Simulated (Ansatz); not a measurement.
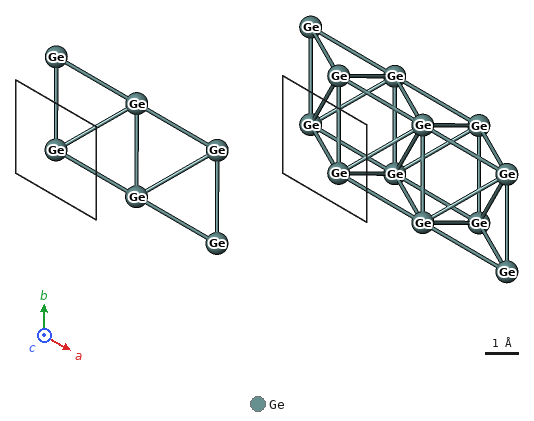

Two geometries of a crystal of Ge (set up in Cmcm), drawn at one scale. One is the start of a relaxation, the other its converged end. The picture is a ball-and-stick view of the cell of the calculation, repeated 3 × 2 × 1 with one cell outlined, seen along the c axis.

All numbers below come from Kohn-Sham DFT of a periodic cell, PBE with D3(BJ), Ansatz PAW (Ansatz). (plane-wave cutoff 420 eV; k-point mesh 10 × 10 × 6; occupations fermi-dirac; smearing width 0.05 eV; no spin polarisation; cell and atoms relaxed; force threshold 0.01 eV/Å; at most 40 steps)

Q: Which of the two is the end point?

A: The left one is the relaxed one. The run lets cell and atoms move. Over 19 accepted moves (24 points after the start) the energy falls by 73.0 meV per atom. Largest force component: 0.00069 eV/Å at the start, under 0.0001 eV/Å at the end. The pressure goes from 1.04 to 0.01 GPa. The line search rejected the trial steps at points 12, 16, 18 of the run. The SCF was repeated twice at an unchanged geometry on a basis and grid sized afresh for the cell, which shifted the energy by 0.8 meV per atom at most. The largest moves relative to the cell, 0.82 Å, are those of Ge atoms. The volume changes by +1.4 %, with a = b 2.991 → 2.858 Å (−4.5 %), c 4.728 → 5.235 Å (+10.7 %), γ 120.3° → 120.0°. Some distances before and after: Ge–Ge 2.924 → 3.875 Å, Ge–Ge 2.928 → 2.618 Å, Ge–Ge 2.991 → 2.858 Å. Within 0.06 Å the space group is P6_3/mmc at the start and P6/mmm at the end; at a tighter tolerance small leftover displacements or strains of the cell lower it.
